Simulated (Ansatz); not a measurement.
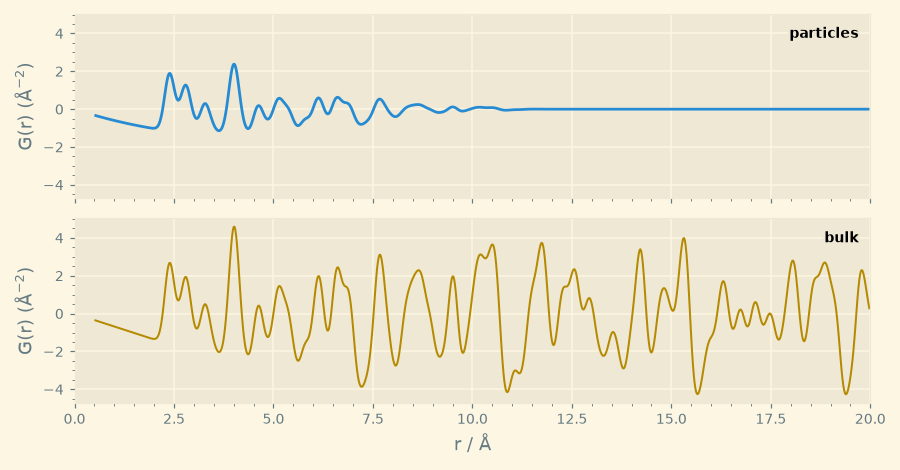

The curve is a calculated X-ray PDF: distances of the static structure, each pair weighted by the product of the atomic numbers (X-ray weights at Q = 0), broadened by Gaussians with σ = 0.12 Å, for spherical particles of MoS₂ with the bulk structure: the bulk G(r) is multiplied by the envelope of a sphere of diameter D, 1 − 3r/2D + r³/2D³, with no surface relaxation. The number density is 0.0543 atoms per Å³. Structure used: the end point of a relaxation with DFT PBE, scalar-relativistic, plane waves, PAW in Ansatz; the starting structure was generated, so it need not be a known form of this composition.

**How large are the particles?**

About 12 Å (1.2 nm): the signal is half of the bulk amplitude at r ≈ 4.2 Å and vanishes at r = D, fading from view somewhat earlier.

**Roughly how many atoms does one particle hold?**

About 49 (number density 0.0543 Å⁻³ times πD³/6).
